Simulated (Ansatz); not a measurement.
# GaN (slab): what the fields show

Input

```
crystal:
  lattice:
    - [3.1825784901, 0.0, 0.0]
    - [0.0, 5.1854260745, 0.0]
    - [0.0, 0.0, 24.1873127399]
  atoms:
    - { symbol: Ga, position: [0.0, 0.0008058933, 0.31007992] }
    - { symbol: "N", position: [0.0, 0.6241941067, 0.31007992] }
    - { symbol: Ga, position: [0.5, 0.5008058933, 0.348063936] }
    - { symbol: "N", position: [0.5, 0.1241941067, 0.348063936] }
    - { symbol: Ga, position: [0.5, 0.0008058933, 0.424031968] }
    - { symbol: "N", position: [0.5, 0.6241941067, 0.424031968] }
    - { symbol: Ga, position: [0.0, 0.5008058933, 0.462015984] }
    - { symbol: "N", position: [0.0, 0.1241941067, 0.462015984] }
    - { symbol: Ga, position: [0.0, 0.0008058933, 0.537984016] }
    - { symbol: "N", position: [0.0, 0.6241941067, 0.537984016] }
    - { symbol: Ga, position: [0.5, 0.5008058933, 0.575968032] }
    - { symbol: "N", position: [0.5, 0.1241941067, 0.575968032] }
    - { symbol: Ga, position: [0.5, 0.0008058933, 0.651936064] }
    - { symbol: "N", position: [0.5, 0.6241941067, 0.651936064] }
    - { symbol: Ga, position: [0.0, 0.5008058933, 0.68992008] }
    - { symbol: "N", position: [0.0, 0.1241941067, 0.68992008] }
basis:
  ecutwfc: 420
kpoints:
  mp_grid: { grid: [8, 5, 1] }
hamiltonian:
  xc: pbesol
scf:
  occupations: { method: gaussian, width: 0.05 }
output:
  forces: true
  eigenvalues: true
  write_density: true
  write_potential: true
  elf: true
  volumetric_format: npy
relax:
  adjacent_minimum: "off"
  f_tol: 0.02
  max_steps: 60
efield:
  axis: 3
  dipole_correction: true
  ramp_width: 0.04
```

Launched as:

```sh
ansatz run input.yaml --threads 2 --pin off --max-ram 5120MiB --backend cpu --events-out ev --progress --plain --runs-dir out
```

The fields are those of the run's last geometry, not of the input's.

All numbers below come from Ansatz, DFT PBEsol, scalar-relativistic, plane waves, PAW.

Core electrons are frozen (PAW), and the valence fields are smoothed inside the atomic spheres.

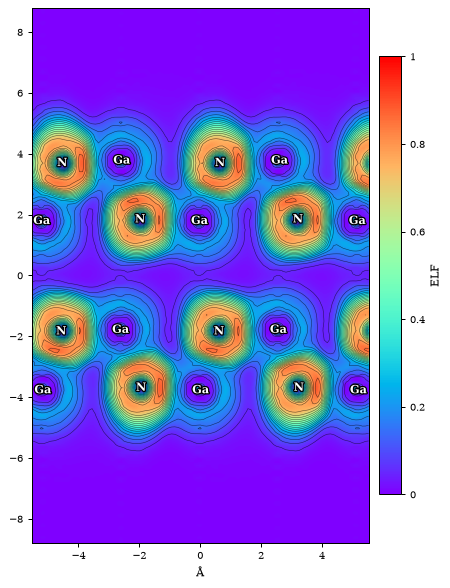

Figure 1. Electron localisation function on the (100) plane of the calculation cell, a cut from vacuum to vacuum.

What does the map show?

Answer. Atoms in the plane: Ga and N.
Ga–N (1.95 Å): the ELF peaks at about 0.90 in the valence shell of N, 0.6 Å from its nucleus, and is about 0.50 at the midpoint.
Ga–N (2.02 Å): the ELF peaks at about 0.85 in the valence shell of N, 0.7 Å from its nucleus, and is about 0.45 at the midpoint.

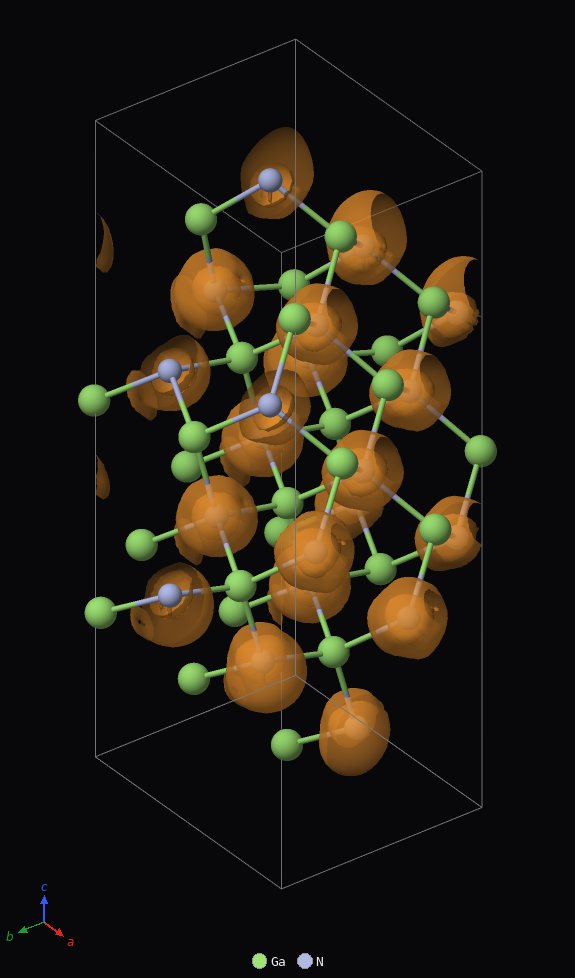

Figure 2. Isosurface of the ELF at 0.75 (orange), seen at an oblique angle. Only the valence region is drawn (cores and ρ < 0.01 e/Å³ removed). Sticks mark near contacts.

Where are the electrons localised?

Answer. The ELF exceeds this value in eight regions wrapped around N (the valence shell of each), counted in one cell of 16 atoms. Counts are for one cell; the picture repeats the cell along the surface.


Ga–N (1.81 Å): the ELF peaks at about 0.80 in the valence shell of N, 0.6 Å from its nucleus, and is about 0.55 at the midpoint. Ga–N (1.89 Å): the ELF peaks at about 0.85 in the valence shell of N, 0.6 Å from its nucleus, and is about 0.50 at the midpoint.

Does the calculation make it a metal, or give it a gap?

Answer. It is gapped, with a Kohn–Sham gap of 1.6 eV on the k-point mesh, an upper bound to the gap of this method.
